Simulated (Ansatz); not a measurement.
# Ir3O (slab): what the fields show

```
Ir O
1.0
     2.73676    0.00000    0.00000
     0.00000    2.73676    0.00000
     0.00000    0.00000   19.18834
Ir O
3 1
Direct
  0.50000 0.50000 0.20846
  0.00000 0.00000 0.30457
  0.50000 0.50000 0.40068
  0.66667 0.00000 0.46968
```

A point of a scan over the structure, not its minimum; not relaxed (largest force 1.9 eV/Å); computed without spin polarisation; PAW files of the earlier set (soft_1).

Computed with DFT PBE, scalar-relativistic, plane waves, PAW in Ansatz 0.2.0.

In a PAW calculation such maps are meaningful between the atoms, not at the nuclei.

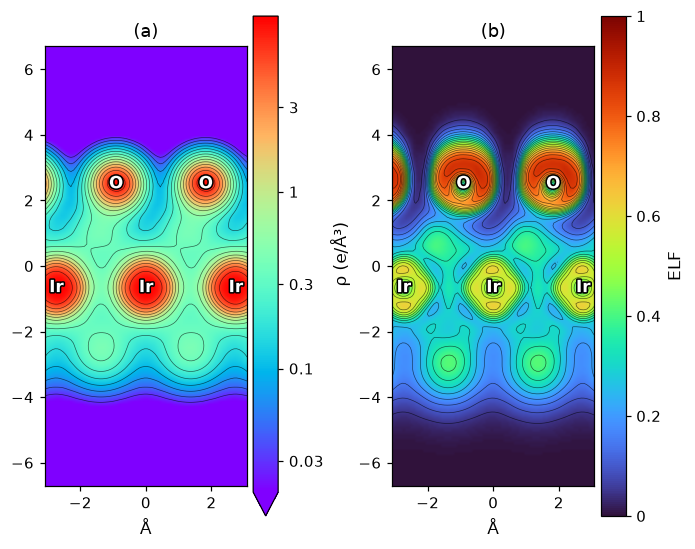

Figure 1. (a) valence electron density; (b) ELF on the (010) plane of the calculation cell, a cut from vacuum to vacuum.

> What do the fields say about this system?

The plane passes through Ir and O nuclei. The density dies away to nearly zero in the vacuum. The features right at Ir lie inside the PAW spheres, where the map follows smoothed inner orbitals and isn't to be read closely.

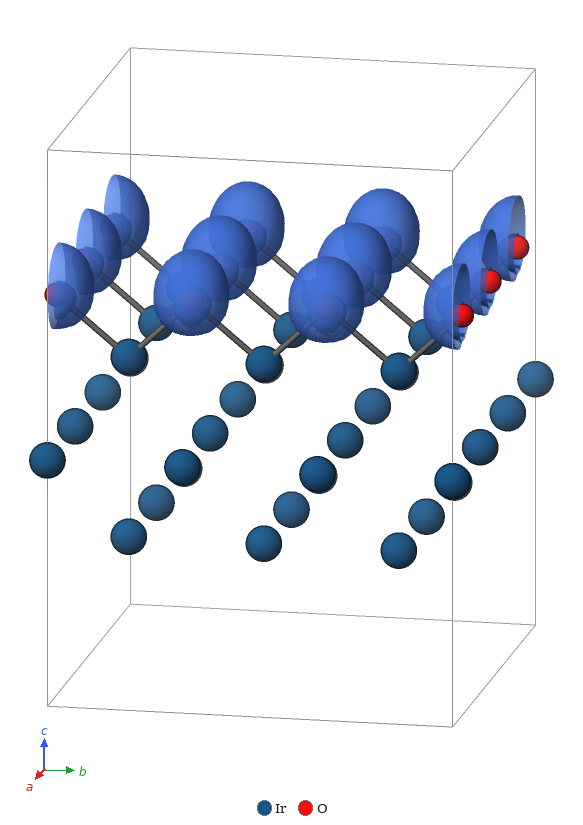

Figure 2. Isosurface of the electron localisation function at 0.7 (blue), seen slightly off an axis. Core shells and regions of very low density are left out. Sticks mark near contacts.

> Identify the bonds, lone pairs and shells in this picture.

The surface consists of one region wrapped around O (its valence shell), counted in one cell of 4 atoms. Counts are for one cell; the picture repeats the cell along the surface.


Ir–O (1.96 Å): the ELF peaks at about 0.75 in the valence shell of O, 0.6 Å from its nucleus, and is about 0.25 at the midpoint (no shared electron pair shows on this line).

> Does the calculation make it a metal, or give it a gap?

It is metallic or semimetallic at this level of theory: no gap opens.
